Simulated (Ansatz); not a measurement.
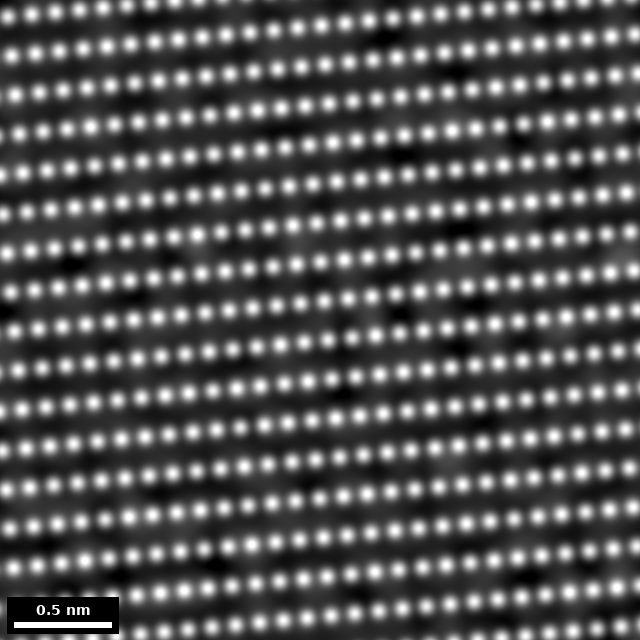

Z-contrast image of Ni (P6_3/mmc, No. 194) along [210]. Simulated incoherent Z contrast: every atom adds Z^1.7 spread by a probe of 0.66 Å full width; channelling and multiple scattering are left out. The probe carries 25 % of its weight in a tail 2.5 times as wide. The display is stretched by a gamma of 0.8; percentages refer to the linear signal. The speckle of an amorphous layer was added. Structure used: the input geometry of a calculation; the starting structure was generated, so it need not be a known form of this composition.

**What can be read from this image?**

The columns repeat on a rectangular net of 1.22 × 2.00 Å (plane group p2mm). All columns are alike (Ni). The shortest distance between visible columns is 1.22 Å in projection. Along the beam the structure repeats every 4.24 Å.
